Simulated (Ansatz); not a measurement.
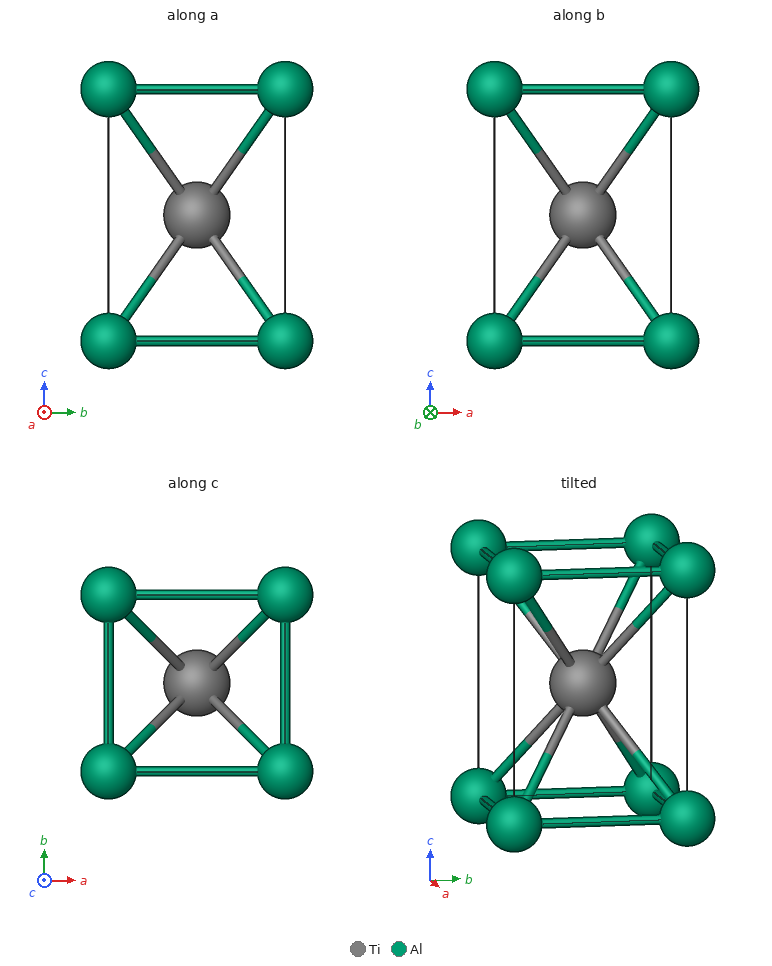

We look at a ball-and-stick model of the crystal along the a axis, along the b axis, along the c axis and slightly off an axis. The conventional unit cell is outlined; an atom on or near a face, edge or corner is repeated at each equivalent position.

Lattice parameters: a = 2.8342 Å, b = 2.8342 Å, c = 4.0434 Å, α = 90.000°, β = 90.000°, γ = 90.000°.

Question: Convert the drawing into a CIF with its space group and independent sites.

Answer:
```cif
data_structure
_symmetry_space_group_name_H-M 'P 4/m m m'
_symmetry_Int_Tables_number 123
_cell_length_a 2.8342
_cell_length_b 2.8342
_cell_length_c 4.0434
_cell_angle_alpha 90.000
_cell_angle_beta 90.000
_cell_angle_gamma 90.000
_cell_volume 32.48
loop_
_atom_site_label
_atom_site_type_symbol
_atom_site_symmetry_multiplicity
_atom_site_Wyckoff_symbol
_atom_site_fract_x
_atom_site_fract_y
_atom_site_fract_z
_atom_site_occupancy
Ti1 Ti 1 d 0.5000 0.5000 0.5000 1
Al1 Al 1 a 0.0000 0.0000 0.0000 1
```

Origin of the cell: a structure type filled with these elements by a generator (whether the compound takes this form wasn't checked). What is shown is the relaxed result from DFT PBE, scalar-relativistic, plane waves, PAW in Ansatz 0.2.0.
